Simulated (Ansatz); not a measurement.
# Thickness series of a Mo/SiC/W junction, part 3 of 6

Wanted: T(E), the conductance and its decay constant for Mo/SiC/W. The lower electrode is Mo bcc(001), the upper one W bcc(001); the barrier is SiC zinc blende(001) (Si and Si faces). In the first transport cell, after relaxation, the nearest pair of electrode and barrier is Mo–Si at 2.64 Å, at a slant, at the lower face and W–Si at 2.62 Å, at a slant, at the upper one. All share a net of side 3.15 Å, which strains the lower electrode by +0.0 %, the upper one by -0.6 % and the barrier by +1.7 %, against typed lattice constants near PBE's. The first steps treat the bulk electrodes alone.

Ansatz 0.2.0; PBE DFT, plane waves, PAW files (the session's first sound run).

So far: The starting structure; Layer spacing of the electrode, electrode Mo bcc(001); The strained electrode, electrode W bcc(001); Relaxing the interfaces.

## 4. Relaxing the interfaces (continued)

Step by step:

| step | energy less that of the first step (eV) | largest force component (eV/Å) |
| --- | --- | --- |
| 1 | 0.0000 | 1.6870 |
| 2 | -0.3763 | 1.4933 |
| 3 | -0.5548 | 0.3009 |
| 4 | -0.5775 | 0.1257 |
| 5 | -0.5795 | 0.0420 |
| 6 | -0.5797 | 0.0092 |

The run keeps the 4 symmetry operations that it works with, so distortions that break them were not tested.

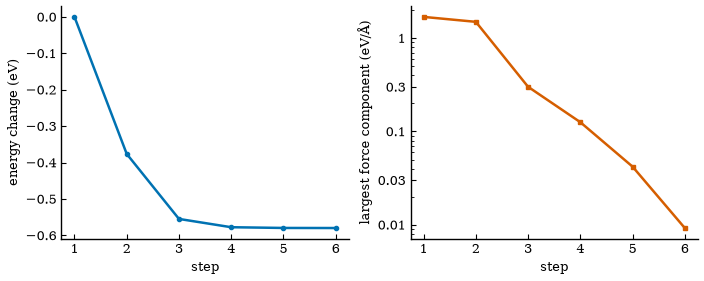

Energy and largest force along the relaxation.

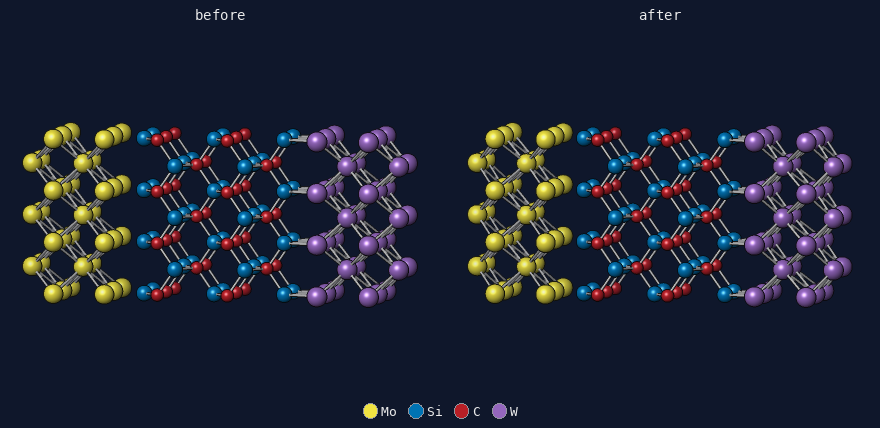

The structure before and after the relaxation, drawn at the same scale.

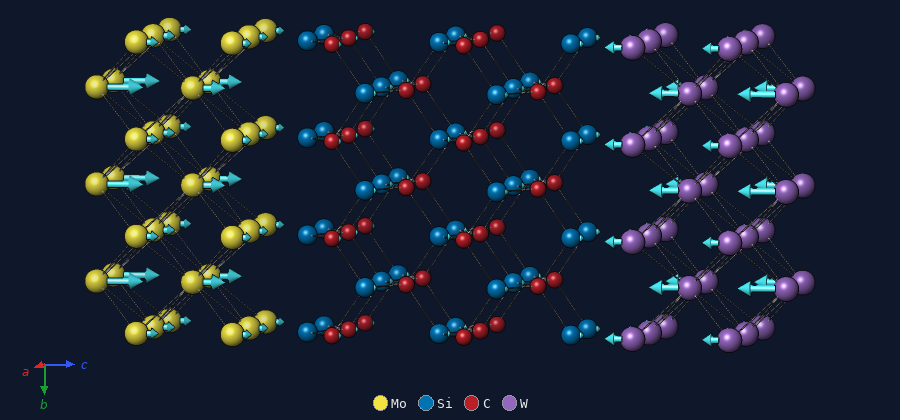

Displacements in the relaxation, exaggerated; the longest in the cell stands for 0.32 Å. 2×3×1 cells are drawn. Some periodic images of atoms are drawn too.

The atoms that moved most (Å):

| atom | dx | dy | dz | length |
| --- | --- | --- | --- | --- |
| W17 | 0.000 | 0.000 | -0.325 | 0.325 |
| Mo1 | 0.000 | 0.000 | 0.310 | 0.310 |
| W15 | 0.000 | 0.000 | -0.255 | 0.255 |
| Mo3 | 0.000 | 0.000 | 0.195 | 0.195 |
| W14 | 0.000 | 0.000 | -0.152 | 0.152 |
| W16 | 0.000 | 0.000 | -0.146 | 0.146 |
| Mo2 | 0.000 | 0.000 | 0.102 | 0.102 |
| Mo4 | 0.000 | 0.000 | 0.076 | 0.076 |

Numbers from this step:

```yaml
free_energy: -65540.4374 eV
fermi_energy: 8.065 eV
```

The largest force component on a free atom ends at 0.0092 eV/Å. At one or more of this run's solves the program warned of density in the dipole ramp over its bound, where dipole, forces and levels can be off.

## 5. Transmission over a wide range of energy

This step: PBE DFT, plane waves, PAW files; ballistic transmission by layer matching between semi-infinite leads (Ansatz 0.2.0).

System of this step: Mo/SiC/W. The cell holds 31 atoms: 11 Mo, 5 Si, 4 C and 11 W. Cell: a = 3.150 Å, b = 3.150 Å, c = 58.550 Å, α = 90.0°, β = 90.0°, γ = 90.0°. Regions: left electrode, 11 atoms (11 Mo); barrier, 9 atoms (5 Si and 4 C); right electrode, 11 atoms (11 W). Vacuum lies along c.

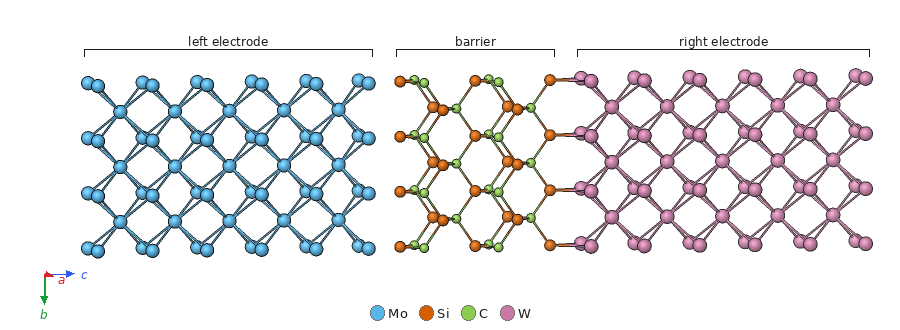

The cell of this step (molybdenum blue, silicon orange, carbon green, tungsten pink). 1×3×1 cells are drawn. Some periodic images of atoms are drawn too.

The relaxed core is set between ideal electrode layers (this cell holds 9 atomic planes between the electrodes; where that differs from the relaxed slab, whole periods were copied in or cut out without a new relaxation), which the solver continues as semi-infinite leads. A wide energy window on a coarse mesh (10×10) shows where the Fermi level lies against the barrier's bands; the projected density of states shows how far the metals' states reach in.

Contents of input.yaml:

```yaml
crystal:
  lattice:
    - [3.15, 0.0, 0.0]
    - [0.0, 3.15, 0.0]
    - [0.0, 0.0, 58.5501807867]
  atoms:
    - { symbol: Mo, position: [0.0, 0.0, 0.1195555659] }
    - { symbol: Mo, position: [0.5, 0.5, 0.1466025759] }
    - { symbol: Mo, position: [0.0, 0.0, 0.1736495859] }
    - { symbol: Mo, position: [0.5, 0.5, 0.2006965958] }
    - { symbol: Mo, position: [0.0, 0.0, 0.2277436058] }
    - { symbol: Mo, position: [0.5, 0.5, 0.2547906157] }
    - { symbol: Mo, position: [0.0, 0.0, 0.2818376257] }
    - { symbol: Mo, position: [0.5, 0.5, 0.3088846357] }
    - { symbol: Mo, position: [0.0, 0.0, 0.3359316456] }
    - { symbol: Mo, position: [0.5, 0.5, 0.3629786556] }
    - { symbol: Mo, position: [0.0, 0.0, 0.3878388688] }
    - { symbol: Si, position: [0.5, 0.0, 0.4239613362] }
    - { symbol: C, position: [0.0, 0.0, 0.442927307] }
    - { symbol: Si, position: [0.0, 0.5, 0.4614921688] }
    - { symbol: C, position: [0.5, 0.5, 0.4796712703] }
    - { symbol: Si, position: [0.5, 0.0, 0.4984509837] }
    - { symbol: C, position: [0.0, 0.0, 0.5166295361] }
    - { symbol: Si, position: [0.0, 0.5, 0.5354024392] }
    - { symbol: C, position: [0.5, 0.5, 0.5535000907] }
    - { symbol: Si, position: [0.5, 0.0, 0.5725360237] }
    - { symbol: W, position: [0.0, 0.0, 0.6083514341] }
    - { symbol: W, position: [0.5, 0.5, 0.6337788652] }
    - { symbol: W, position: [0.0, 0.0, 0.6611861507] }
    - { symbol: W, position: [0.5, 0.5, 0.6885934361] }
    - { symbol: W, position: [0.0, 0.0, 0.7160007215] }
    - { symbol: W, position: [0.5, 0.5, 0.7434080069] }
    - { symbol: W, position: [0.0, 0.0, 0.7708152924] }
    - { symbol: W, position: [0.5, 0.5, 0.7982225778] }
    - { symbol: W, position: [0.0, 0.0, 0.8256298632] }
    - { symbol: W, position: [0.5, 0.5, 0.8530371486] }
    - { symbol: W, position: [0.0, 0.0, 0.8804444341] }
kpoints:
  mp_grid: { grid: [8, 8, 1] }
scf:
  occupations: { method: fermi_dirac, width: 0.1 }
  max_iter: 150
hamiltonian:
  xc: pbe
output:
  transmission:
    kmesh: [10, 10]
    e_range: [-3, 3]
    de: 0.1
    leads: [[4, 5], [25, 26]]
  dos: { projected: true, e_range: [-6, 5], de: 0.05 }
  write_potential: true
  write_density: true
  volumetric_format: npy
  elf: true
```

Launch:

```
$ ansatz run input.yaml --threads 4 --pin off --max-ram 12288MiB --backend cpu --events-out ev --progress --plain --runs-dir out
```

Numbers of over 12 decimals in the logs are rounded to 6 here.

What it wrote:

```text
[...]
Crystal: 31 atoms, lattice volume = 580.964 Å³
Basis set: ecut = 420 eV, 11451 PW (Γ)
Bands: 207, of which v1, the nominal top of the filled ones, is band 172 counted from 1 (171 counted from 0)
Symmetry: 4 space group operations
[...]
k-points: 25 of 64
[...]
SCF iter   1: F=—  HF=-172926.493427 eV  |F-HF|=—  |Δ(HF+E_count)|=         —  Δρ=1.04e-2  dr2=7.08e1  ethr=1.77e-3  ⟨swp⟩=8.6  Hψ=24998  notcnv=0  defer=1
[...]
SCF iter  10: F=-172926.086428 eV  HF=-172926.086428 eV  |F-HF|=2.91e-8  |Δ(HF+E_count)|=   2.11e-8  Δρ=1.55e-6  dr2=5.40e-8  ethr=2.91e-11  ⟨swp⟩=8.4  Hψ=15100  notcnv=0
SCF 1 converged in 10 iterations: F = -172926.086428 eV  dr2 = 5.40e-8
[...]
transmission: 260 of 2592 steps passed
transmission: 519 of 2592 steps passed
[...]
transmission: 2592 of 2592 steps passed
WARN: The output density's exchange-correlation potential varies sharply where the density is thin. Do not read a vacuum level from v_tot or v_xc, or from such a field of the output density. On a cell that repeats whose density bears no net charge and no dipole along the vacuum's axis use v_es (v_loc + v_h of the components); under efield.dipole_correction with no amplitude use v_es + v_field, which holds any externa [...]
SCF converged after 10 iterations
Free energy (F): -172926.086428 eV
[...]
Internal energy: -172925.552697 eV  (E = F + TS)
E sigma→0 (E₀):  -172925.819562 eV
Entropy (-TS):   -0.533731 eV (-17.217 meV/atom)
Fermi energy:    13.781632 eV
[...]
--- Band table (eV; the first three rows and the last of 25) ---
  k-point 0: bands = [... 168 lower, 13.3740, 13.3863, 13.4515, 13.4996, 13.5103, 13.5860, 13.6658, 13.7422, ... 31 higher]
  k-point 1: bands = [... 168 lower, 13.5481, 13.5854, 13.6341, 13.6823, 13.8111, 13.8207, 13.9409, 13.9429, ... 31 higher]
  k-point 2: bands = [... 168 lower, 13.3467, 13.4258, 13.6269, 13.7010, 14.0789, 14.0914, 14.1071, 14.1564, ... 31 higher]
  k-point 24: bands = [... 168 lower, 14.3432, 14.5827, 14.8768, 15.3611, 15.5200, 15.5496, 15.5784, 15.6231, ... 31 higher]
--- Transmission ---
  basis      : 89 plane waves across, 72 finite elements along
  points     : 36, standing for a mesh of 10 x 10
  energies   : 61 from -3.000000 to 3.000000 eV about the Fermi level, 0.100000 eV apart; the leads are filled to 0.000000 eV, and channels, transmission and decay are at 0.000000 eV
  crystal 0  : Mo1, at the sites [4, 5], period 1.5836 Å, over 15.84 Å; its Hamiltonian steps by up to 60.9 meV: too much for a lead, lay more layers or, if its atoms are ordered, name the step of that order
    offset         : up to 0.0000 Å between an atom of the period and one for which it stands
    channels       : 1.620000e0 a spin
    conductance    : none, the energies end too early or step too widely for 300 K: set another output.transmission.e_range or a lower de, or, where they end at an eighth of basis.ecutwfc, a higher one
    slowest decay  : 0.0701 /Å at (0.2000, 0.5000)
  crystal 1  : W1, at the sites [25, 26], period 1.6047 Å, over 16.05 Å; its Hamiltonian steps by up to 24.3 meV
[...]
channels       : 1.180000e0 a spin
[...]
slowest decay  : 0.0626 /Å at (0.3000, 0.2000)
  junction   : crystal 0 to crystal 1, 14.82 to 43.42 Å
    transmission   : 3.679264e-3 a spin
[...]
```

Elapsed: 6.7 min, on 4 threads of Arm Neoverse V1, shared host; peak memory 4.6 GiB; 23 min of CPU time.

In the SCF lines HF is the Harris–Foulkes energy and dr2 the Hartree energy of the density residual, in eV; the loop may stop once dr2 is under the threshold and the program's other checks hold. Hψ counts applications of the Hamiltonian.

Numbers from this step:

| Item | Value |
| --- | --- |
| free energy | -172926.0864 eV |
| Fermi energy | 13.78 eV |
| level to which the leads are filled | 0 eV from the Fermi level |
| transmission at the Fermi level (a spin, zone mean) | 0.003679 |
| channels of the lower lead | 1.62 |
| channels of the upper lead | 1.18 |
| potential step in the lower lead | 60.9 meV |
| potential step in the upper lead | 24.3 meV |

One spin. The transmission, zone mean by energy, zero at the Fermi level:

| energy (eV) | transmission, zone mean |
| --- | --- |
| -3.000 | 0.129 |
| -2.800 | 0.271 |
| -2.500 | 0.183 |
| -2.300 | 0.218 |
| -2.000 | 0.188 |
| -1.900 | 0.189 |
| -1.500 | 0.129 |
| -1.000 | 0.0398 |
| -0.500 | 0.0206 |
| 0.000 | 0.00368 |
| 0.500 | 9.7e-4 |
| 1.000 | 0.00121 |
| 1.500 | 0.00259 |
| 2.000 | 0.0373 |
| 2.500 | 0.0434 |
| 2.700 | 0.118 |
| 3.000 | 0.0585 |

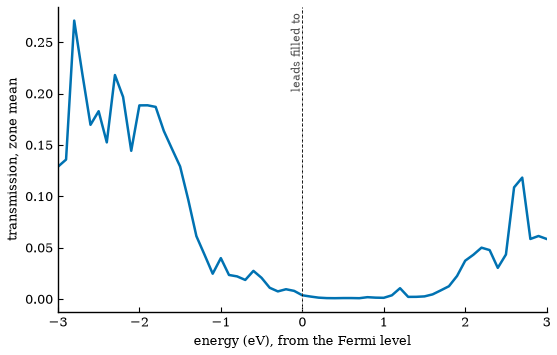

Transmission, zone mean against energy.

One spin. The open channels, zone mean by energy, zero at the Fermi level:

| energy (eV) | lower lead | upper lead |
| --- | --- | --- |
| -3.000 | 2.29 | 1.87 |
| -2.500 | 1.91 | 1.95 |
| -2.000 | 2.31 | 3.35 |
| -1.500 | 2.71 | 2.19 |
| -1.000 | 1.9 | 1.38 |
| -0.500 | 1.38 | 1.18 |
| 0.000 | 1.62 | 1.18 |
| 0.500 | 2.14 | 1.7 |
| 1.000 | 2.9 | 2.4 |
| 1.500 | 2.54 | 2.4 |
| 2.000 | 2.42 | 2.48 |
| 2.500 | 2.24 | 2.26 |
| 3.000 | 2.16 | 2.14 |

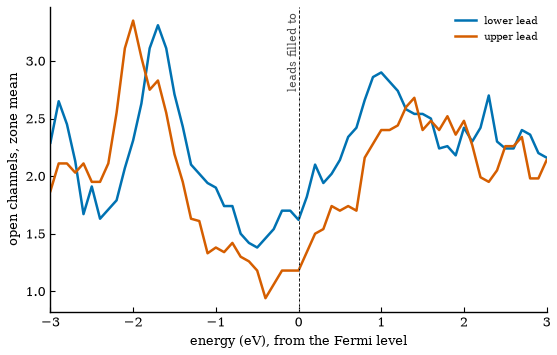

Open channels, zone mean against energy.

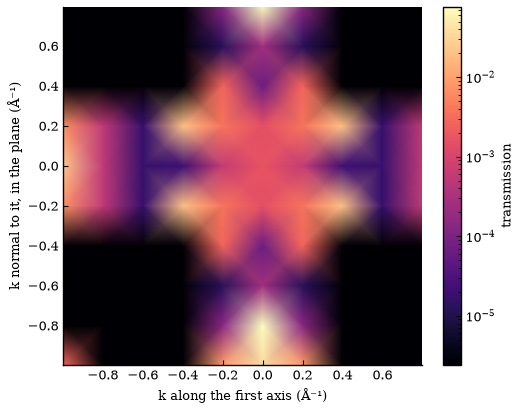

Transmission over k1 and k2. At 0.0000 eV from the Fermi level; zeros and values more than six decades under the largest are shown at that floor.

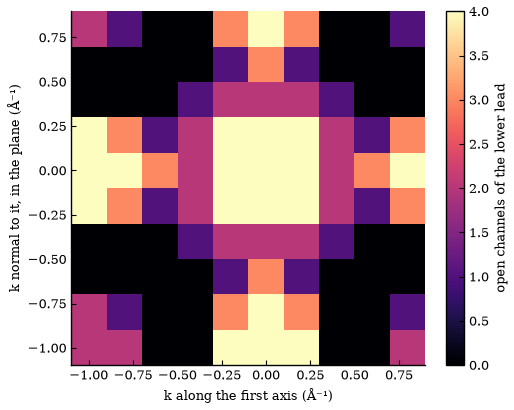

Open channels of the lower lead over k1 and k2. At 0.0000 eV from the Fermi level.

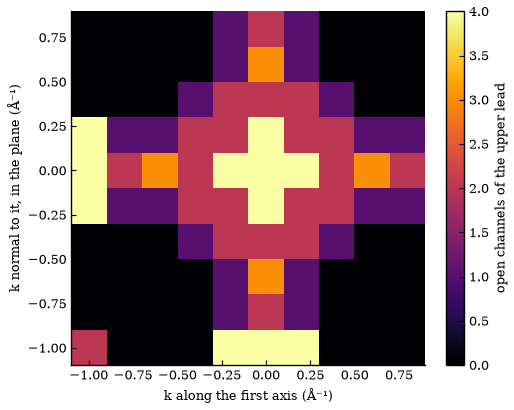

Open channels of the upper lead over k1 and k2. At 0.0000 eV from the Fermi level.

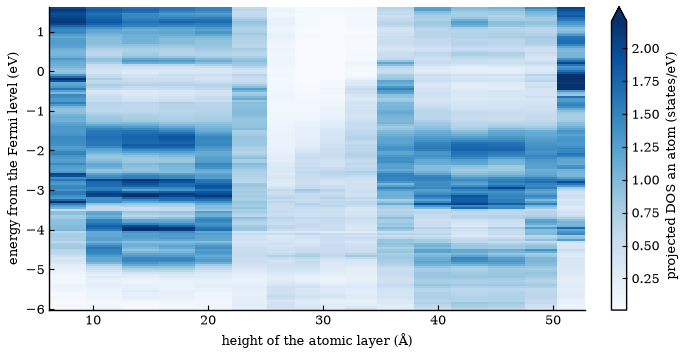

Projected DOS an atom over height of the atomic layer and energy from the Fermi level. Layers: Mo Mo Mo Mo Mo Mo Mo Mo Mo Mo Mo Si C Si C Si C Si C Si W W W W W W W W W W W; projections on atoms miss part of the total, and the computed bands can run out at the top of the range; a column is the mean of 2 neighbouring layers, the last of those left over.

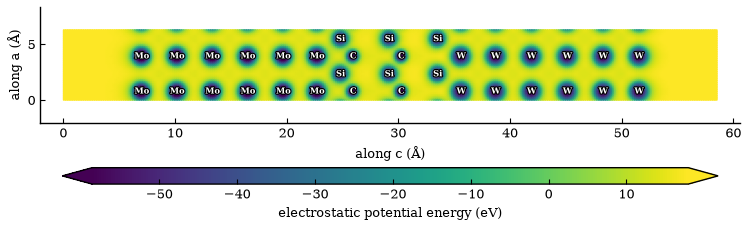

Electrostatic potential energy in the ca plane at fractional y = 0.000, with atoms of Mo and Si and C and W within 0.2 Å of it. With pseudopotentials it is smooth inside the atoms' cores, unlike the true potential. The map starts off the cell's origin, so that atoms lie inside it.

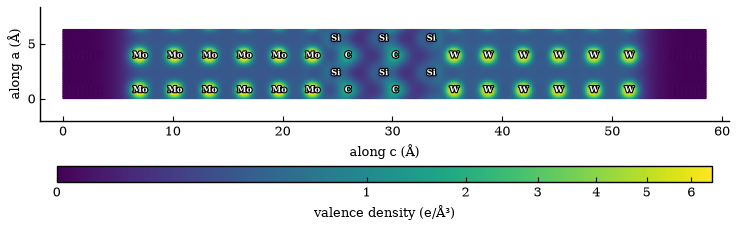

Valence density in the ca plane at fractional y = 0.000, with atoms of Mo and Si and C and W within 0.2 Å of it. It is the smooth field of the valence electrons, not physical close to the nuclei. The map starts off the cell's origin, so that atoms lie inside it. The colour scale is stretched toward low values.

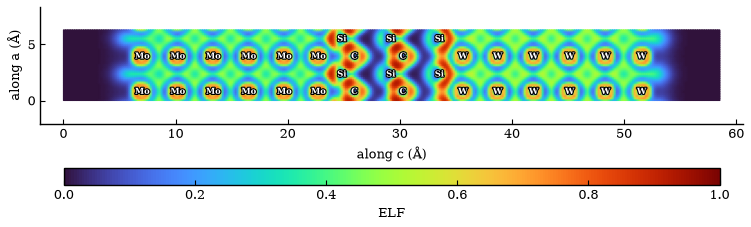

ELF in the ca plane at fractional y = 0.000, with atoms of Mo and Si and C and W within 0.2 Å of it. It is the smooth field of the valence electrons, not physical close to the nuclei. The map starts off the cell's origin, so that atoms lie inside it.

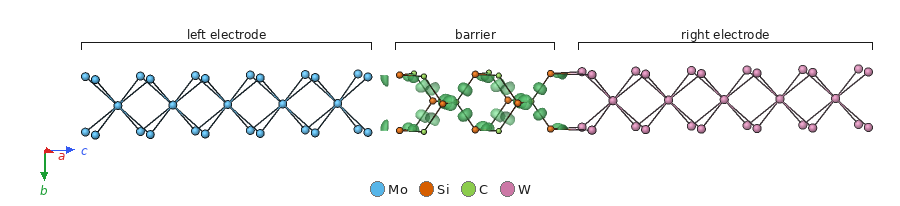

Surface of ELF = 0.85.

At the Fermi level the transmission is 0.0037, as a zone mean for one spin on this coarse mesh. At the Fermi level the layers of this cell's barrier hold from 0.0075 to 0.12 states an eV and atom. In the worse lead the potential repeats within 61 meV, which the program flags as too much for a lead, so G carries that doubt.

[end of part 3 of 6]

[Logs are printed without paths, hosts, clocks, repeated set-up lines and the standing remarks that a program may print on its own settings, such as how far it seeks lower states.]

[Hosts, paths, dates, database ids (printed as entryN), source tags and the programs' standing remarks are cut or masked in the printed files.]
